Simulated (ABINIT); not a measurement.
Run report: C, optical-spectrum calculation (part 2 of 2)

The same run, continued: C (P6₃/mmc, 4 atoms in the cell); Kohn-Sham DFT of a periodic cell, LDA, PseudoDojo NC SR LDA v0.4 stringent, no spin polarisation (ABINIT 10.8.3); cutoff 1006.82 eV, 12×12×8 k-mesh, fixed occupations. The structure derives from an entry of the Crystallography Open Database.

Geometry of the input (Å; fractional positions):
```
2.5221  0.0000  0.0000
-1.2611  2.1842  0.0000
0.0000  0.0000  4.1186
C  0.6667  0.3333  0.9375
C  0.3333  0.6667  0.4375
C  0.6667  0.3333  0.5625
C  0.3333  0.6667  0.0625
```

Output, continued:
```
--- !ResultsGS
iteration_state: {dtset: 1, }
comment   : Summary of ground state results
lattice_vectors:
- [  4.7660783,   0.0000000,   0.0000000, ]
- [ -2.3830391,   4.1275449,   0.0000000, ]
- [  0.0000000,   0.0000000,   7.7830260, ]
lattice_lengths: [   4.76608,    4.76608,    7.78303, ]
lattice_angles: [ 90.000,  90.000, 120.000, ] # degrees, (23, 13, 12)
lattice_volume:   1.5310926E+02
convergence: {deltae: -7.816E-14, res2:  1.671E-14, residm:  5.835E-12, diffor: null, }
etotal    :  -2.41232908E+01
entropy   :   0.00000000E+00
fermie    :   3.77523683E-01
cartesian_stress_tensor: # hartree/bohr^3
- [  6.41609428E-04,   0.00000000E+00,   0.00000000E+00, ]
- [  0.00000000E+00,   6.41609428E-04,   0.00000000E+00, ]
- [  0.00000000E+00,   0.00000000E+00,  -2.15787226E-04, ]
pressure_GPa:  -1.0468E+01
xred      :
- [  6.6667E-01,   3.3333E-01,   9.3750E-01,  C]
- [  3.3333E-01,   6.6667E-01,   4.3750E-01,  C]
- [  6.6667E-01,   3.3333E-01,   5.6250E-01,  C]
- [  3.3333E-01,   6.6667E-01,   6.2500E-02,  C]
cartesian_forces: # hartree/bohr
- [ -0.00000000E+00,  -1.30472003E-28,  -7.91369381E-04, ]
- [ -2.25984138E-28,  -1.30472003E-28,  -7.91369381E-04, ]
- [  2.25984138E-28,   1.30472003E-28,   7.91369381E-04, ]
- [ -0.00000000E+00,   1.30472003E-28,   7.91369381E-04, ]
force_length_stats: {min:   7.91369381E-04, max:   7.91369381E-04, mean:   7.91369381E-04, }
...

 Integrated electronic density in atomic spheres:
 ------------------------------------------------
 Atom  Sphere_radius  Integrated_density
    1        2.00000          4.69655522
    2        2.00000          4.68161103
    3        2.00000          4.68161103
    4        2.00000          4.69655522
================================================================================

 ----iterations are completed or convergence reached----

 Mean square residual over all n,k,spin=   13.551E-15; max=  58.346E-13
 reduced coordinates (array xred) for    4 atoms
       0.666666666667      0.333333333333      0.937500000000
       0.333333333333      0.666666666667      0.437500000000
       0.666666666667      0.333333333333      0.562500000000
       0.333333333333      0.666666666667      0.062500000000
 rms dE/dt=  3.5560E-03; max dE/dt=  6.1592E-03; dE/dt below (all hartree)
    1       0.000000000000      0.000000000000      0.006159248486
    2       0.000000000000      0.000000000000      0.006159248486
    3      -0.000000000000      0.000000000000     -0.006159248486
    4       0.000000000000     -0.000000000000     -0.006159248486

 cartesian coordinates (angstrom) at end:
    1      1.26105000000000     0.72806755697466     3.86118750000000
    2     -0.00000000000000     1.45613511394932     1.80188750000000
    3      1.26105000000000     0.72806755697466     2.31671250000000
    4     -0.00000000000000     1.45613511394932     0.25741250000000

 cartesian forces (hartree/bohr) at end:
    1     -0.00000000000000    -0.00000000000000    -0.00079136938106
    2     -0.00000000000000    -0.00000000000000    -0.00079136938106
    3      0.00000000000000     0.00000000000000     0.00079136938106
    4     -0.00000000000000     0.00000000000000     0.00079136938106
 frms,max,avg= 4.5689733E-04 7.9136938E-04   0.000E+00  0.000E+00  0.000E+00 h/b

 cartesian forces (eV/Angstrom) at end:
    1     -0.00000000000000    -0.00000000000000    -0.04069384973942
    2     -0.00000000000000    -0.00000000000000    -0.04069384973942
    3      0.00000000000000     0.00000000000000     0.04069384973942
    4     -0.00000000000000     0.00000000000000     0.04069384973942
 frms,max,avg= 2.3494605E-02 4.0693850E-02   0.000E+00  0.000E+00  0.000E+00 e/A
 length scales=  4.766078262152  4.766078262152  7.783026022164 bohr
              =  2.522100000000  2.522100000000  4.118600000000 angstroms
 Fermi (or HOMO) energy (hartree) =   0.37752   Average Vxc (hartree)=  -0.50385
 Eigenvalues (hartree) for nkpt=  76  k points:
 kpt#   1, nband=  8, wtk=  0.00174, kpt=  0.0000  0.0000  0.0625 (reduced coord)
  -0.41555   -0.20949   -0.11268    0.25978    0.25978    0.35647    0.37752    0.37752
 prteigrs : prtvol=0 or 1, do not print more k-points.

--- !EnergyTerms
iteration_state     : {dtset: 1, }
comment             : Components of total free energy in Hartree
kinetic             :  1.70487016506212E+01
hartree             :  1.94994487915554E+00
xc                  : -8.66637694973249E+00
Ewald energy        : -2.55367483013260E+01
psp_core            :  1.81873993081090E+00
local_psp           : -9.43781071387568E+00
non_local_psp       : -1.29974130463424E+00
total_energy        : -2.41232908089808E+01
total_energy_eV     : -6.56428183727301E+02
band_energy         :  6.56591970616278E-01
...

 Cartesian components of stress tensor (hartree/bohr^3)
  sigma(1 1)=  6.41609428E-04  sigma(3 2)=  0.00000000E+00
  sigma(2 2)=  6.41609428E-04  sigma(3 1)=  0.00000000E+00
  sigma(3 3)= -2.15787226E-04  sigma(2 1)=  0.00000000E+00

-Cartesian components of stress tensor (GPa)         [Pressure= -1.0468E+01 GPa]
- sigma(1 1)=  1.88768011E+01  sigma(3 2)=  0.00000000E+00
- sigma(2 2)=  1.88768011E+01  sigma(3 1)=  0.00000000E+00
- sigma(3 3)= -6.34867939E+00  sigma(2 1)=  0.00000000E+00

================================================================================
== DATASET  2 ==================================================================

--- !DatasetInfo
iteration_state: {dtset: 2, }
dimensions: {natom: 4, nkpt: 76, mband: 20, nsppol: 1, nspinor: 1, nspden: 1, mpw: 1680, }
cutoff_energies: {ecut:  37.0, pawecutdg:  -1.0, }
electrons: {nelect:   1.60000000E+01, charge:   0.00000000E+00, occopt:   1.00000000E+00, tsmear:   1.00000000E-02, }
meta: {optdriver: 0, ionmov: 0, optcell: 0, iscf: -2, paral_kgb: 0, }
...

 mkfilename : getden/=0, take file _DEN from output of DATASET   1.

 Exchange-correlation functional for the present dataset will be:
  LDA: Perdew-Wang 92 LSD fit to Ceperley-Alder data - ixc=7
  J.P.Perdew and Y.Wang, PRB 45, 13244 (1992)

 Real(R)+Recip(G) space primitive vectors, cartesian coordinates (Bohr,Bohr^-1):
 R(1)=  4.7660783  0.0000000  0.0000000  G(1)=  0.2098161  0.1211374  0.0000000
 R(2)= -2.3830391  4.1275449  0.0000000  G(2)=  0.0000000  0.2422748  0.0000000
 R(3)=  0.0000000  0.0000000  7.7830260  G(3)=  0.0000000  0.0000000  0.1284847
 Unit cell volume ucvol=  1.5310926E+02 bohr^3
 Angles (23,13,12)=  9.00000000E+01  9.00000000E+01  1.20000000E+02 degrees

 getcut: wavevector=  0.0000  0.0000  0.0000  ngfft=  30  30  45
         ecut(hartree)=     37.000   => boxcut(ratio)=   2.06461
--------------------------------------------------------------------------------

================================================================================
 Non-SCF case, kpt    1 (  0.00000  0.00000  0.06250), residuals and eigenvalues=
  8.18E-13  7.71E-13  2.64E-13  9.51E-13  4.19E-13  4.58E-13  9.01E-13  3.22E-13
  2.12E-13  2.75E-13  1.73E-13  6.53E-14  4.52E-13  5.49E-13  3.11E-13  4.84E-13
  6.50E-08  4.52E-08  6.31E-10  2.81E-08
 -4.1555E-01 -2.0949E-01 -1.1268E-01  2.5978E-01  2.5978E-01  3.5647E-01
  3.7752E-01  3.7752E-01  5.5534E-01  5.5534E-01  5.9530E-01  6.6681E-01
  7.2631E-01  7.2631E-01  9.0444E-01  1.0103E+00  1.0303E+00  1.1091E+00
  1.1228E+00  1.1228E+00
 prteigrs : prtvol=0 or 1, do not print more k-points.

--- !ResultsGS
iteration_state: {dtset: 2, }
comment   : Summary of ground state results
lattice_vectors:
- [  4.7660783,   0.0000000,   0.0000000, ]
- [ -2.3830391,   4.1275449,   0.0000000, ]
- [  0.0000000,   0.0000000,   7.7830260, ]
lattice_lengths: [   4.76608,    4.76608,    7.78303, ]
lattice_angles: [ 90.000,  90.000, 120.000, ] # degrees, (23, 13, 12)
lattice_volume:   1.5310926E+02
convergence: {deltae:  0.000E+00, res2:  0.000E+00, residm:  9.971E-13, diffor:  0.000E+00, }
etotal    :  -2.41232908E+01
entropy   :   0.00000000E+00
fermie    :   3.77523683E-01
cartesian_stress_tensor: null
pressure_GPa: null
xred      :
- [  6.6667E-01,   3.3333E-01,   9.3750E-01,  C]
- [  3.3333E-01,   6.6667E-01,   4.3750E-01,  C]
- [  6.6667E-01,   3.3333E-01,   5.6250E-01,  C]
- [  3.3333E-01,   6.6667E-01,   6.2500E-02,  C]
cartesian_forces: null
force_length_stats: {min: null, max: null, mean: null, }
...

 Integrated electronic density in atomic spheres:
 ------------------------------------------------
 Atom  Sphere_radius  Integrated_density
    1        2.00000          4.69655522
    2        2.00000          4.68161103
    3        2.00000          4.68161103
    4        2.00000          4.69655522
================================================================================

 ----iterations are completed or convergence reached----

 Mean square residual over all n,k,spin=   42.119E-14; max=  99.710E-14
 reduced coordinates (array xred) for    4 atoms
       0.666666666667      0.333333333333      0.937500000000
       0.333333333333      0.666666666667      0.437500000000
       0.666666666667      0.333333333333      0.562500000000
       0.333333333333      0.666666666667      0.062500000000

 cartesian coordinates (angstrom) at end:
    1      1.26105000000000     0.72806755697466     3.86118750000000
    2     -0.00000000000000     1.45613511394932     1.80188750000000
    3      1.26105000000000     0.72806755697466     2.31671250000000
    4     -0.00000000000000     1.45613511394932     0.25741250000000
 length scales=  4.766078262152  4.766078262152  7.783026022164 bohr
              =  2.522100000000  2.522100000000  4.118600000000 angstroms
 Eigenvalues (hartree) for nkpt=  76  k points:
 kpt#   1, nband= 20, wtk=  0.00174, kpt=  0.0000  0.0000  0.0625 (reduced coord)
  -0.41555   -0.20949   -0.11268    0.25978    0.25978    0.35647    0.37752    0.37752
   0.55534    0.55534    0.59530    0.66681    0.72631    0.72631    0.90444    1.01027
   1.03031    1.10912    1.12280    1.12280
 prteigrs : prtvol=0 or 1, do not print more k-points.

================================================================================
== DATASET  3 ==================================================================

--- !DatasetInfo
iteration_state: {dtset: 3, }
dimensions: {natom: 4, nkpt: 76, mband: 16, nsppol: 1, nspinor: 1, nspden: 1, mpw: 1680, }
cutoff_energies: {ecut:  37.0, pawecutdg:  -1.0, }
electrons: {nelect:   1.60000000E+01, charge:   0.00000000E+00, occopt:   1.00000000E+00, tsmear:   1.00000000E-02, }
meta: {optdriver: 8, wfk_task: 7, }
...

 mkfilename : getwfk/=0, take file _WFK from output of DATASET   2.

 Exchange-correlation functional for the present dataset will be:
  LDA: Perdew-Wang 92 LSD fit to Ceperley-Alder data - ixc=7
  J.P.Perdew and Y.Wang, PRB 45, 13244 (1992)

--------------------------------------------------------------------------------

 Computation of velocity matrix elements (DDK)

 Parameters extracted from the Abinit header:
    ecut:     37.0
    nkpt:    1152
    mband:   20
    nsppol:  1
    nspinor: 1
    useylm:  0
    inclvkb: 2
    bmin: 1, bmax: 20
    Computing diagonal and off-diagonal matrix elements
    Between band index bmin: 1, bmax: 20

== END DATASET(S) ==============================================================
================================================================================

 -outvars: echo values of variables after computation  --------
            acell      4.7660782622E+00  4.7660782622E+00  7.7830260222E+00 Bohr
           etotal1    -2.4123290809E+01
           etotal3     0.0000000000E+00
            fcart1    -0.0000000000E+00 -1.3047200309E-28 -7.9136938106E-04
                      -2.2598413832E-28 -1.3047200309E-28 -7.9136938106E-04
                       2.2598413832E-28  1.3047200309E-28  7.9136938106E-04
                      -0.0000000000E+00  1.3047200309E-28  7.9136938106E-04
            fcart3     0.0000000000E+00  0.0000000000E+00  0.0000000000E+00
                       0.0000000000E+00  0.0000000000E+00  0.0000000000E+00
                       0.0000000000E+00  0.0000000000E+00  0.0000000000E+00
                       0.0000000000E+00  0.0000000000E+00  0.0000000000E+00
            rprim      1.0000000000E+00  0.0000000000E+00  0.0000000000E+00
                      -5.0000000000E-01  8.6602540380E-01  0.0000000000E+00
                       0.0000000000E+00  0.0000000000E+00  1.0000000000E+00
           strten1     6.4160942844E-04  6.4160942799E-04 -2.1578722647E-04
                       0.0000000000E+00  0.0000000000E+00  0.0000000000E+00
           strten3     0.0000000000E+00  0.0000000000E+00  0.0000000000E+00
                       0.0000000000E+00  0.0000000000E+00  0.0000000000E+00
           xangst      1.2610500000E+00  7.2806755697E-01  3.8611875000E+00
                      -4.6668224840E-17  1.4561351139E+00  1.8018875000E+00
                       1.2610500000E+00  7.2806755697E-01  2.3167125000E+00
                      -4.6668224840E-17  1.4561351139E+00  2.5741250000E-01
             xred      6.6666666667E-01  3.3333333333E-01  9.3750000000E-01
                       3.3333333333E-01  6.6666666667E-01  4.3750000000E-01
                       6.6666666667E-01  3.3333333333E-01  5.6250000000E-01
                       3.3333333333E-01  6.6666666667E-01  6.2500000000E-02
 Calculation completed.
```

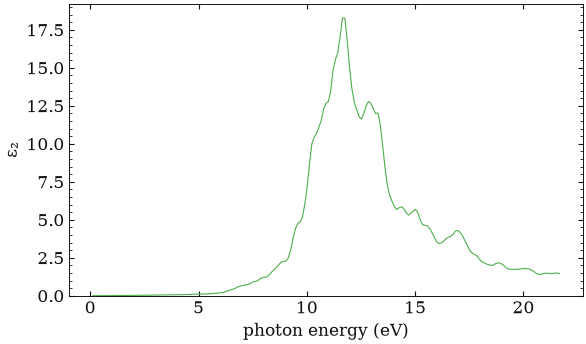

Figure 1. Imaginary part of the dielectric function (first component that the program prints). The highest peak, 18.3, lies at 11.65 eV.

Results in brief:

```csv
quantity,value
outcome,converged
space group (tolerance 0.01 Å),P6₃/mmc (194)
electrons treated,16
free energy,−656.4282 eV
Fermi energy,10.273 eV
pressure,−10.47 GPa
largest force (length of the vector),0.041 eV/Å
wall time,83 s
peak memory,0.71 GiB
```

Notes:

The record of the run, not the program, notes: FFT mesh is not compatible with symmetries. Wavefunction symmetrization might be affected by large errors!.
